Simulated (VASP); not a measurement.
**Band-structure run of PtTe2 (part 2 of 2)**

The same run, continued: PtTe2 (P-3m1, 3 atoms in the cell); Kohn-Sham DFT of a periodic cell, PBE with D3(BJ), VASP PAW PBE potentials, recommended, no spin polarisation (VASP 6.6.1); cutoff 250 eV, 9×9×6 k-mesh, Gaussian smearing of 0.02 eV. The structure derives from an entry of the Crystallography Open Database.

Geometry of the input (Å; fractional positions):
```
4.0497  0.0000  -0.0000
-2.0249  3.5072  -0.0000
-0.0000  0.0000  5.0870
Te 0.3333  0.6667  0.2667
Te 0.6667  0.3333  0.7333
Pt 0.0000  0.0000  0.0000
```

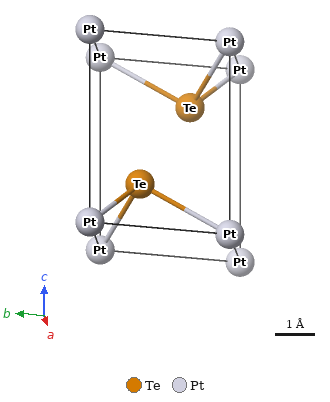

*The structure as given in the input (ball-and-stick view of the cell of the calculation, seen at an oblique angle).*

## Parts of OUTCAR, continued
```
 Following reciprocal coordinates:
            Coordinates               Weight
  0.000000  0.000000  0.000000      1.000000
  0.111111 -0.000000  0.000000      6.000000
  0.222222  0.000000  0.000000      6.000000
  0.333333  0.000000  0.000000      6.000000
  0.444444  0.000000  0.000000      6.000000
  0.111111  0.111111  0.000000      6.000000
  0.222222  0.111111  0.000000     12.000000
  0.333333  0.111111  0.000000     12.000000
  0.444444  0.111111  0.000000      6.000000
  0.222222  0.222222  0.000000      6.000000
  0.333333  0.222222  0.000000     12.000000
  0.333333  0.333333  0.000000      2.000000
  0.000000  0.000000  0.166667      2.000000
  0.111111 -0.000000  0.166667      6.000000
  0.000000  0.111111  0.166667      6.000000
  0.222222  0.000000  0.166667      6.000000
  0.000000  0.222222  0.166667      6.000000
  0.333333  0.000000  0.166667      6.000000
  0.000000  0.333333  0.166667      6.000000
  0.444444  0.000000  0.166667      6.000000
  0.000000  0.444444  0.166667      6.000000
  0.111111  0.111111  0.166667     12.000000
  0.222222  0.111111  0.166667     12.000000
 -0.111111  0.333333  0.166667     12.000000
 [... further k-points ...]
   k-points           NKPTS =     62   k-points in BZ     NKDIM =     62   number of bands    NBANDS=     15
   number of dos      NEDOS =    301   number of ions     NIONS =      3
   total plane-waves  NPLWV =  16128
   dimension x,y,z NGX =    24 NGY =   24 NGZ =   28
   dimension x,y,z NGXF=    48 NGYF=   48 NGZF=   56
   ions per type =               2   1
   NGX,Y,Z   is equivalent  to a cutoff of   9.85,  9.85,  9.15 a.u.
   NGXF,Y,Z  is equivalent  to a cutoff of  19.70, 19.70, 18.30 a.u.
 SYSTEM =  Te2Pt
   PREC   = accura    normal or accurate (medium, high low for compatibility)
   ISTART =      0    job   : 0-new  1-cont  2-samecut
   ICHARG =      2    charge: 1-file 2-atom 10-const
   ISPIN  =      1    spin polarized calculation?
   LNONCOLLINEAR =      F non collinear calculations
   LSORBIT =      F    spin-orbit coupling
   LASPH  =      T    aspherical Exc in radial PAW
   ENCUT  =  250.0 eV  18.37 Ry    4.29 a.u.   5.22  5.22  6.56*2*pi/ulx,y,z
   NELM   =     80;   NELMIN=  2; NELMDL= -5     # of ELM steps
   EDIFF  = 0.1E-06   stopping-criterion for ELM
   LREAL  =      F    real-space projection
   EDIFFG = 0.1E-05   stopping-criterion for IOM
   NSW    =      0    number of steps for IOM
   IBRION =     -1    ionic relax: 0-MD 1-quasi-New 2-CG
   NFREE  =      0    steps in history (QN), initial steepest desc. (CG)
   ISIF   =      2    stress and relaxation
   ISYM   =      2    0-nonsym 1-usesym 2-fastsym
   POTIM  = 0.5000    time-step for ionic-motion
   TEBEG  =    0.0;   TEEND  =   0.0 temperature during run
   PSTRESS=    0.0 pullay stress
   NELECT =      22.0000    total number of electrons
   NUPDOWN=      -1.0000    fix difference up-down
   EMIN   =  10.00;   EMAX   =-10.00  energy-range for DOS
   EFERMI =   0.00;   METHOD = LEGACY
   ISMEAR =     0;   SIGMA  =   0.02  broadening in eV -4-tet -1-fermi 0-gaus
   EFERMI_NEDOS =   21; number of points for ismear=-14 and -15
   IALGO  =     38    algorithm
   IMIX   =      4    mixing-type and parameters
     AMIX     =   0.40;   BMIX     =  1.00
     AMIX_MAG =   1.60;   BMIX_MAG =  1.00
  volume/ion in A,a.u.               =      24.08       162.52
  Fermi-wavevector in a.u.,A,eV,Ry     =   1.101375  2.081298 16.504247  1.213028
  Thomas-Fermi vector in A             =   2.237802
   LORBIT       =      0    0 simple, 1 ext, 2 COOP (PROOUT), +10 PAW based schemes
   GGA     = PE    functional components
   LHFCALC =     F    Hartree Fock is set to
   AEXX    =    0.0000 exact exchange contribution
   IVDW    =    12    specifies the selected vdW correction
   LEPSILON=     F    determine dielectric tensor
   LRPA    =     F    only Hartree local field effects (RPA)
 non-spin polarized calculation
 Gauss-broadening in eV      SIGMA  =   0.02
  energy-cutoff  :      250.00
  volume of cell :       72.25
 maximum number of plane-waves:       665
 NGX is ok and might be reduce to    24
   NGX = 11   NGY = 11   NGZ = 13

 number of electron      22.0000004 magnetization

 Free energy of the ion-electron system (eV)
  ---------------------------------------------------
  ext. energy  EPLUGINS =         0.00000000
  ---------------------------------------------------
  free energy    TOTEN  =       -13.52452423 eV

  energy without entropy =      -13.52435056  energy(sigma->0) =      -13.52443739

 E-fermi :   8.9055     XC(G=0): -10.6330     alpha+bet :-13.3905

 val. band max:        8.8965029999   @ k =   0.4444   0.1111   0.0000
 cond. band min:       8.9238784389   @ k =   0.1111   0.1111   0.5000
 fundamental gap:      0.0273754389
 Fermi energy:         8.9054650298

 k-point     1 :       0.0000    0.0000    0.0000
  band No.  band energies     occupation
      1      -5.2229      2.00000
      2      -1.5898      2.00000
      3       2.1287      2.00000
      4       3.2225      2.00000
      5       3.2225      2.00000
      6       5.1956      2.00000
      7       5.1956      2.00000
      8       6.2463      2.00000
      9       8.3997      2.00000
     10       8.3997      2.00000
     11       9.6754      0.00000
     12       9.6754      0.00000
     13      10.5080      0.00000
     14      11.4800      0.00000
     15      13.1010      0.00000

 k-point     2 :       0.1111   -0.0000    0.0000
  band No.  band energies     occupation
      1      -5.0906      2.00000
      2      -1.6788      2.00000
      3       2.2837      2.00000
      4       3.2942      2.00000
      5       3.3448      2.00000
      6       5.0778      2.00000
      7       5.1333      2.00000
      8       6.0724      2.00000
      9       7.5298      2.00000
     10       7.9395      2.00000
     11       9.0054      0.00000
     12      10.0896      0.00000
     13      10.8769      0.00000
     14      12.2587      0.00000
     15      13.6025      0.00000

 k-point     3 :       0.2222    0.0000    0.0000
  band No.  band energies     occupation
      1      -4.7088      2.00000
      2      -1.9180      2.00000
      3       2.7197      2.00000
      4       3.4899      2.00000
      5       3.6254      2.00000
      6       4.5188      2.00000
      7       5.0059      2.00000
      8       5.6004      2.00000
      9       6.7193      2.00000
     10       7.1567      2.00000
     11       8.0189      2.00000
     12      10.6636      0.00000
     13      10.7313      0.00000
     14      12.8141      0.00000
     15      14.0026      0.00000

 k-point     4 :       0.3333    0.0000    0.0000
  band No.  band energies     occupation
      1      -4.1326      2.00000
      2      -2.2678      2.00000
      3       3.0112      2.00000
      4       3.4956      2.00000
      5       3.7342      2.00000
      6       4.3876      2.00000
      7       4.9613      2.00000
      8       5.4200      2.00000
      9       6.3494      2.00000
     10       6.3800      2.00000
     11       6.9870      2.00000
     12       9.7937      0.00000
     13      11.2499      0.00000
     14      12.7705      0.00000
     15      14.4512      0.00000

 k-point     5 :       0.4444    0.0000    0.0000
  band No.  band energies     occupation
      1      -3.4956      2.00000
      2      -2.7118      2.00000
      3       2.3473      2.00000
      4       3.8889      2.00000
      5       4.0540      2.00000
      6       4.9400      2.00000
      7       5.1698      2.00000
      8       5.4726      2.00000
      9       5.7048      2.00000
     10       5.8930      2.00000
     11       6.1487      2.00000
     12       9.0865      0.00000
     13      11.5337      0.00000
     14      12.8491      0.00000
     15      14.3671      0.00000

 [... the levels of 18 k-points are left out ...]

 k-point    24 :      -0.1111    0.3333    0.1667
  band No.  band energies     occupation
      1      -4.2482      2.00000
      2      -2.2564      2.00000
      3       2.6295      2.00000
      4       3.4843      2.00000
      5       3.6738      2.00000
      6       4.3727      2.00000
      7       4.9714      2.00000
      8       5.5118      2.00000
      9       6.5205      2.00000
     10       6.9558      2.00000
     11       8.6186      2.00000
     12       9.2352      0.00000
     13      10.1900      0.00000
     14      12.6864      0.00000
     15      14.2366      0.00000

 [... further k-points ...]

------------------------ aborting loop because EDIFF is reached ----------------------------------------

 Edisp (eV)   -1.70231

 E8    (eV) :    -0.7813

  FORCE on cell =-STRESS in cart. coord.  units (eV):
  Direction    XX          YY          ZZ          XY          YZ          ZX
  --------------------------------------------------------------------------------------
  -------------------------------------------------------------------------------------
  Total      -0.00092    -0.00092    -0.00226    -0.00000     0.00000     0.00000
  in kB      -0.02047    -0.02047    -0.05008    -0.00000     0.00000     0.00000
  external pressure =       -0.03 kB  Pullay stress =        0.00 kB

 VOLUME and BASIS-vectors are now :
 -----------------------------------------------------------------------------
  energy-cutoff  :      250.00
  volume of cell :       72.25
      direct lattice vectors                 reciprocal lattice vectors
     4.049717930  0.000000000  0.000000000     0.246930778  0.142565551  0.000000000
    -2.024858965  3.507158606  0.000000000     0.000000000  0.285131103  0.000000000
     0.000000000  0.000000000  5.086989065     0.000000000  0.000000000  0.196579939

 POSITION                                       TOTAL-FORCE (eV/Angst)
 -----------------------------------------------------------------------------------
     -0.00000      2.33811      1.35664        -0.000000      0.000000      0.001437
      2.02486      1.16905      3.73035         0.000000     -0.000000     -0.001437
      0.00000      0.00000      0.00000         0.000000      0.000000      0.000000
 -----------------------------------------------------------------------------------
    total drift:                                0.000000     -0.000000      0.000000

  FREE ENERGIE OF THE ION-ELECTRON SYSTEM (eV)
  ---------------------------------------------------
  free  energy   TOTEN  =       -15.2268294280 eV

  energy  without entropy=      -15.2266557597  energy(sigma->0) =      -15.22674259
```

## CONTCAR
```
Te2Pt
   1.00000000000000
     4.0497179296999999    0.0000000000000000    0.0000000000000000
    -2.0248589647999999    3.5071586061000000    0.0000000000000000
     0.0000000000000000    0.0000000000000000    5.0869890649000000
  Te              Pt
     2     1
Direct
     0.3333333300000021    0.6666666699999979    0.2666884062668089
     0.6666666699999979    0.3333333300000021    0.7333115937331911
     0.0000000000000000    0.0000000000000000    0.0000000000000000

  0.00000000E+00  0.00000000E+00  0.00000000E+00
  0.00000000E+00  0.00000000E+00  0.00000000E+00
  0.00000000E+00  0.00000000E+00  0.00000000E+00
```
